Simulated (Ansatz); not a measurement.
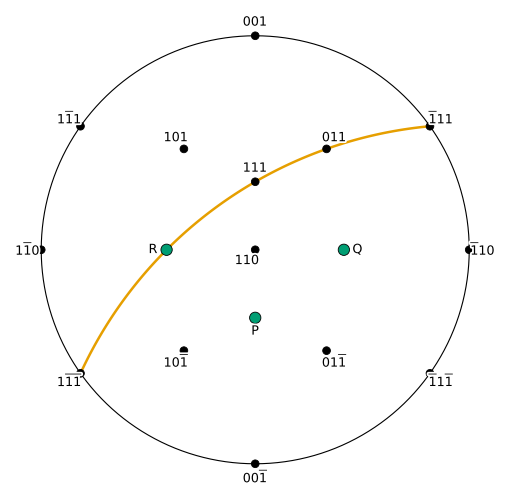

Stereographic projection of plane normals (upper hemisphere) centred on (1 1 0). Crystal: Ru, the input geometry of an electronic-structure calculation (not necessarily at equilibrium); the starting structure was generated, so it need not be a known form of this composition. Geometry calculated from the standardised cell; symmetry tolerance 0.002 Å.

a = 4.923 Å, b = 4.923 Å, c = 4.923 Å, α = 90.00°, β = 90.00°, γ = 90.00°.

Q: Index the poles marked P, Q, R.

A: P is (1 1 −1), 35.3° from the centre; Q is (0 1 0), 45.0° from the centre; R is (1 0 0), 45.0° from the centre.

Q: Which zone does the coloured great circle trace?

A: The zone [0 1 −1]: its poles satisfy k − l = 0.

Q: What is the angle between the normals of (0 1 1) and (1 0 0), and what are their d_hkl = 1/|g|?

A: 90.0°; d = 3.481 Å and 4.923 Å.
